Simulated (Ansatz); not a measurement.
## TaN: 7 runs along one coordinate

System: TaN (P-6m2, 2 atoms in the cell).
Method: Kohn-Sham DFT of a periodic cell, PBEsol, all-electron LAPW, scalar-relativistic, no spin polarisation (Ansatz 0.2.0).

The 7 runs differ only in the geometry, by an even scaling of the cell at fixed fractional positions. The structure derives from an entry of the Crystallography Open Database.

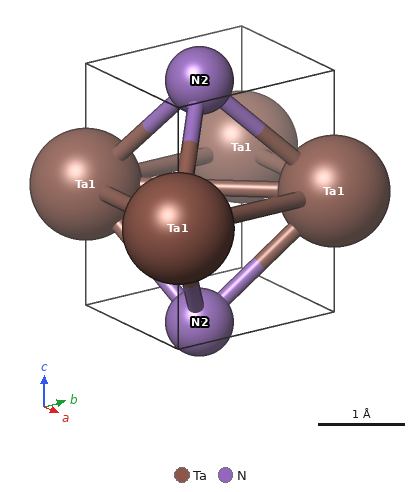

Figure 1. The structure of run 4 (ball-and-stick view of the cell of the calculation, seen slightly off an axis; atoms are numbered from 1 in the order of the input). An atom can appear more than once, as a periodic image.

## Input of run 4
```yaml
crystal:
  lattice:
    - [2.938, 0.0, 0.0]
    - [-1.469, 2.5443826363, 0.0]
    - [0.0, 0.0, 2.883]
  atoms:
    - { symbol: Ta, position: [0.0, 0.0, 0.5] }
    - { symbol: "N", position: [0.6666666667, 0.3333333333, 0.0] }
kpoints:
  mp_grid: { grid: [10, 10, 9] }
scf:
  occupations: { method: fermi_dirac, width: 0.05 }
hamiltonian:
  xc: pbesol
  pseudopotentials: { kind: all_electron, lapw: { basis_error: 0.0005 } }
output:
  forces: true
  stress: true
  eigenvalues: true
```

Command:
```bash
ansatz run input.yaml --threads 1 --pin off --max-ram 3072MiB --backend cpu --events-out ev --progress --plain --runs-dir out
```

Run 6 differs from it as follows:
```diff
-    - [2.938, 0.0, 0.0]
-    - [-1.469, 2.5443826363, 0.0]
-    - [0.0, 0.0, 2.883]
+    - [2.9766623284, 0.0, 0.0]
+    - [-1.4883311642, 2.5778651949, 0.0]
+    - [0.0, 0.0, 2.9209385612]
```

## Results, with one run withheld

```csv
run,volume per atom (Å³),"free energy per atom, from the lowest run given (meV)",pressure (GPa)
1,10.129,28.27,19.24
2,10.345,8.47,10.36
3,10.560,0.00,2.38
4,10.776,1.70,−4.78
5,10.991,12.54,−11.21
6,11.207,?,?
7,11.422,57.98,−22.17
```

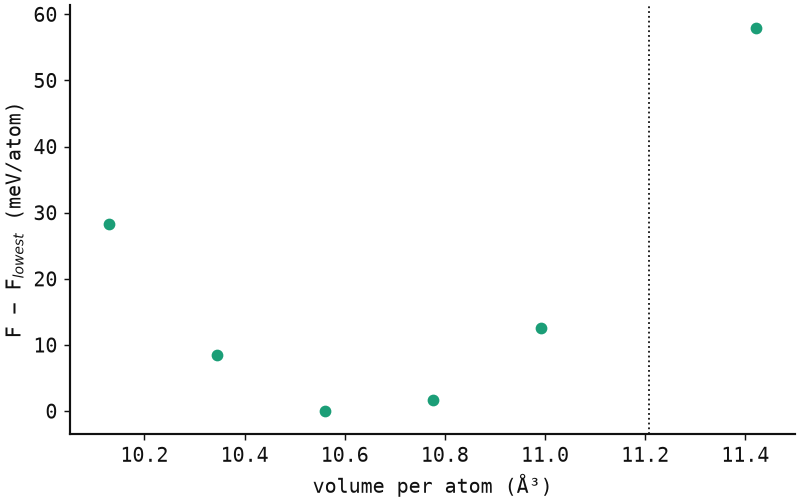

Figure 2. Free energy per atom of the runs given; the dotted line marks run 6.

What should run 6 give?

A cubic polynomial in V^(−2/3) (the Birch–Murnaghan form), fitted to the 6 runs given, misses them by at most 0.02 meV per atom. With x = V^(−2/3) − 0.20607 Å⁻², it reads F = −0.11875 − 982.71 x + 6.2662e+05 x² + 4.1364e+05 x³ (meV per atom). At run 6 it gives 31.62 meV per atom, and the run itself gives 31.58. The slope of the fit gives a pressure −dF/dV of −17.01 GPa there, and the run prints −16.99 GPa. The fit has its minimum at 10.629 Å³ per atom, where V d²F/dV² gives 360 GPa. Cell shape and fractional positions are held, so this is the stiffness under even scaling; the relaxed bulk modulus wasn't computed.

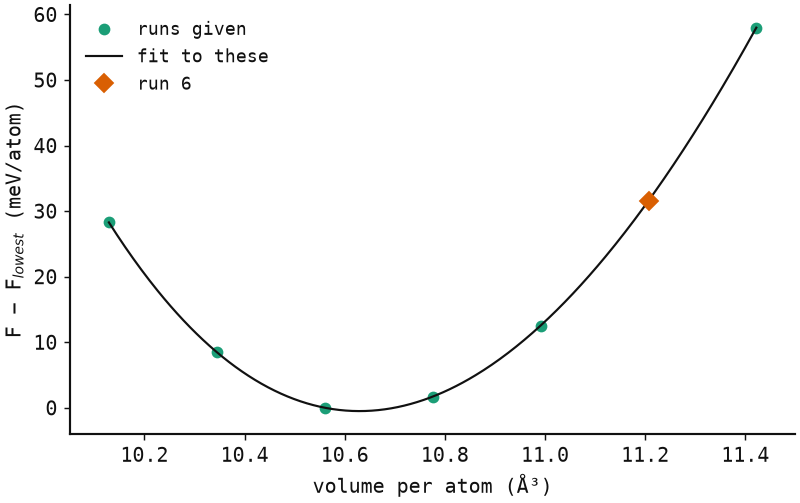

Figure 3. The fit and the withheld run.

## Output, shortened to warnings, some set-up lines, iterations and results (run 6)
```
Basis set: ecut = 366.97004209359255 eV, 381 PW (Γ), exchange–correlation at level 2
Symmetry: 12 space group operations
k-points: 70 of 900 (time reversal used)
Initial density: superposition of atomic densities (chi_scale 0.1, normalization cell, long waves kept (reshape's long-wave potential 0.00 eV rms))
[...]
SCF iter   1: F=—  HF=-425931.877173 eV  |F-HF|=—  |Δ(HF+E_count)|=         —  Δρ=1.09e-1  dr2=3.11e0  ethr=6.23e-3  ⟨swp⟩=2.0  Hψ=13111  notcnv=0
SCF iter   2: F=—  HF=-425931.459940 eV  |F-HF|=—  |Δ(HF+E_count)|=   4.17e-1  Δρ=7.41e-2  dr2=1.54e0  ethr=6.23e-3  ⟨swp⟩=3.0  Hψ=6546  notcnv=0
SCF iter   3: F=—  HF=-425930.595650 eV  |F-HF|=—  |Δ(HF+E_count)|=   8.64e-1  Δρ=1.74e-2  dr2=5.70e-2  ethr=1.14e-4  ⟨swp⟩=2.0  Hψ=10552  notcnv=0
SCF iter   4: F=—  HF=-425930.590052 eV  |F-HF|=—  |Δ(HF+E_count)|=         —  Δρ=2.77e-3  dr2=2.54e-3  ethr=1.14e-4  ⟨swp⟩=2.0  Hψ=6639  notcnv=0
SCF iter   5: F=—  HF=-425930.585116 eV  |F-HF|=—  |Δ(HF+E_count)|=   4.94e-3  Δρ=1.83e-3  dr2=1.08e-3  ethr=5.08e-6  ⟨swp⟩=2.0  Hψ=6304  notcnv=0
SCF iter   6: F=—  HF=-425930.584476 eV  |F-HF|=—  |Δ(HF+E_count)|=   6.40e-4  Δρ=3.88e-4  dr2=2.79e-5  ethr=2.17e-6  ⟨swp⟩=2.0  Hψ=6304  notcnv=0
SCF iter   7: F=—  HF=-425930.584462 eV  |F-HF|=—  |Δ(HF+E_count)|=   1.37e-5  Δρ=4.13e-5  dr2=2.41e-7  ethr=5.58e-8  ⟨swp⟩=2.1  Hψ=6309  notcnv=0
SCF iter   8: F=-425930.584462 eV  HF=-425930.584462 eV  |F-HF|=1.26e-8  |Δ(HF+E_count)|=   7.22e-8  Δρ=6.56e-6  dr2=8.79e-9  ethr=4.83e-10  ⟨swp⟩=2.7  Hψ=6406  notcnv=0
SCF 1 converged in 8 iterations: F = -425930.584462 eV  dr2 = 8.79e-9
SCF converged after 8 iterations
Free energy (F): -425930.584462 eV
Harris-Foulkes:  -425930.584462 eV  (|F-HF|=1.26e-8)
Internal energy: -425930.584096 eV  (E = F + TS)
E sigma→0 (E₀):  -425930.584279 eV
Entropy (-TS):   -0.000366 eV (-0.183 meV/atom)
Fermi energy:    24.270959 eV
--- Per-component energies (eV) ---
  E_band       = -4783.815268
  E_kinetic    = 475228.271636
  E_xc         = -8678.505245
  E_electrostatic = -892480.350488  (all electrons and nuclei)
  E_smearing   = -0.000366  (= −TS)
  E_closure    = 0.000000  (closes the sum)
  E_atoms      = -425908.901655  (free atoms, spherical and without spin; not in F)
  Σ components = -425930.584462   (vs F -425930.584462, Δ=0.00e0)
  Basis errors (estimates in eV, not in F): energy 1.7e-4 per atom: plane waves 1.4e-4 (8.0e-5 summed), levels above the bands 1.2e-85, relativity 1.7e-8, radial functions 2.0e-5, core shells 3.1e-7; eigenvalues (radial functions only) 1.2e-6; not estimated: angular momenta, meshes, grids; target …
--- Forces (eV/Å), atoms counted from 1 ---
  atom   1  Ta    -0.00000000    -0.00000000     0.00000000
  atom   2  N      0.00000000    -0.00000000    -0.00000000
  max |Σ_I F_I| component: 1.30e-16 eV/Å
--- Stress (GPa, compression-positive) ---
      -16.407496       0.000000      -0.000000
       -0.000000     -16.407496       0.000000
       -0.000000       0.000000     -18.153037
  P = ⅓ Tr σ = -16.9893 GPa (-169.893 kbar)
```

Notes: Spin–orbit coupling is left out, which matters for Ta.
